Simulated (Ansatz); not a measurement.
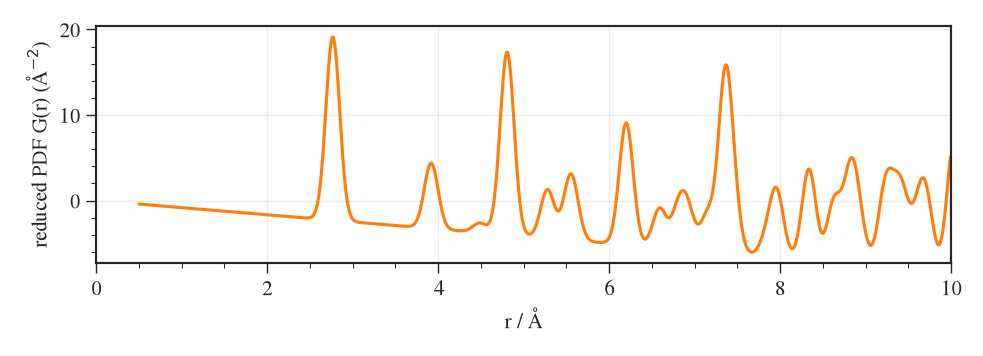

Simulated X-ray pair distribution function, G(r) = R(r)/r − 4πρ₀r, summed over the atomic distances of the structure with each pair weighted by the product of the atomic numbers (X-ray weights at Q = 0); every distance is a Gaussian of σ = 0.08 Å. There is no Q-range truncation.

Candidate polymorphs:

A. 
```cif
data_structure
_symmetry_space_group_name_H-M 'P 1'
_symmetry_Int_Tables_number 1
_cell_length_a 2.7841
_cell_length_b 2.7841
_cell_length_c 8.9752
_cell_angle_alpha 90.000
_cell_angle_beta 90.000
_cell_angle_gamma 120.000
_cell_volume 60.25
loop_
_atom_site_label
_atom_site_type_symbol
_atom_site_fract_x
_atom_site_fract_y
_atom_site_fract_z
_atom_site_occupancy
Re1 Re 0.00000 0.00000 0.00000 1
Re2 Re 0.00000 0.00000 0.50000 1
Re3 Re 0.33333 0.66667 0.25000 1
Re4 Re 0.66667 0.33333 0.75000 1
```

B. 
```
Re
1.0
     4.39136    0.00000    0.00000
    -2.19568    3.80303    0.00000
     0.00000    0.00000    2.75198
Re
3
Direct
  0.00000 0.00000 0.00000
  0.33333 0.66667 0.50000
  0.66667 0.33333 0.50000
```

Origins: A, the input geometry of an electronic-structure calculation (not necessarily at equilibrium); the starting structure was generated, so it need not be a known form of this composition; B, the end point of a relaxation with Ansatz, DFT, revPBE, plane waves (420 eV) with PAW, scalar-relativistic; the starting structure was generated, so it need not be a known form of this composition.

Question: Which candidate gives this PDF?

Answer: Candidate A, Re, P6_3/mmc (first clear peaks at 2.77 Å (Re–Re) and 3.92 Å (Re–Re)). B would give first clear peaks at 2.55 Å (Re–Re) and 2.87 Å (Re–Re).
